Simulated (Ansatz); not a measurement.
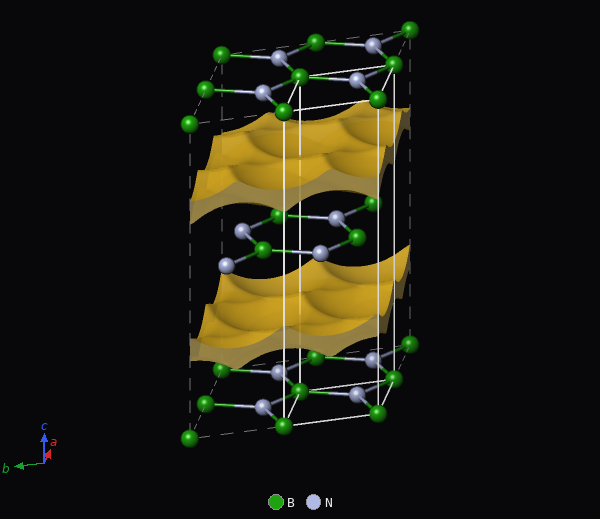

The yellow surface encloses the points that the centre of a probe sphere of radius 0.15 Å can occupy in BN (P-6m2, No. 187), computed on a grid of about 0.10 Å (2×2×1 cells shown, view from a free direction; pale faces close the region where the box cuts it).

The atoms' radii are van der Waals radii (Alvarez): B 1.91 Å, N 1.66 Å.

Source of the atomic positions: the input geometry of an electronic-structure calculation (not necessarily at equilibrium).

```
B N
1.0
     2.51214    0.00000    0.00000
    -1.25607    2.17558    0.00000
     0.00000    0.00000    8.36126
B N
2 2
Direct
  0.00000 0.00000 0.00000
  0.66667 0.33333 0.50000
  0.66667 0.33333 0.00000
  0.33333 0.66667 0.50000
```

> Do these regions connect?

Where they connect, they form a two-dimensional network in layers parallel to (001).

> What share of the cell can the probe's centre reach?

About 12 % of the volume (5.4 Å³ of 45.7 Å³).

> Give the largest included and the largest free sphere.

The largest sphere that fits anywhere has a diameter of 1.09 Å; the largest that can travel through the crystal, about 0.8 Å.

> How does the connectivity change as the probe shrinks?

Below a radius of about 0.40 Å the space forms a two-dimensional network in layers parallel to (001). These are grid estimates, good to about 0.05 Å.
